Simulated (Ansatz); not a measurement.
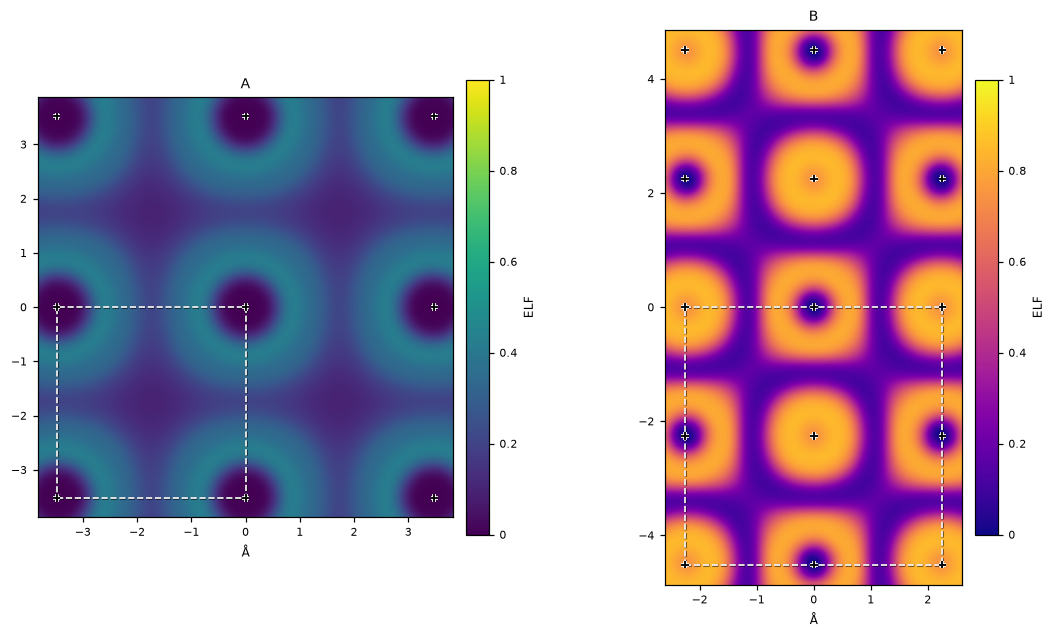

The electron localisation function of 2 systems, each on a plane through atoms (crosses mark nuclei in the plane).

Level of theory: Kohn-Sham DFT of a periodic cell, PBEsol, Ansatz PAW in Ansatz.

System 1: Pb, the (001) plane of the conventional cell. Space group Immm.

System 2: HfN, the (010) plane of the conventional cell. Space group Fm-3m.

Question: Which map belongs to which system?

Answer: Panel A is system 1, Pb: the plane holds Pb. Pb–Pb (3.48 Å): the ELF is about 0.20 at the midpoint: no localised pair shows between them. Panel B is system 2, HfN: the plane holds Hf and N. Hf–N (2.26 Å): the ELF peaks at about 0.80 in the valence shell of N, 0.6 Å from its nucleus, and drops to about 0.15 between the two atoms: no localised pair shows between them.
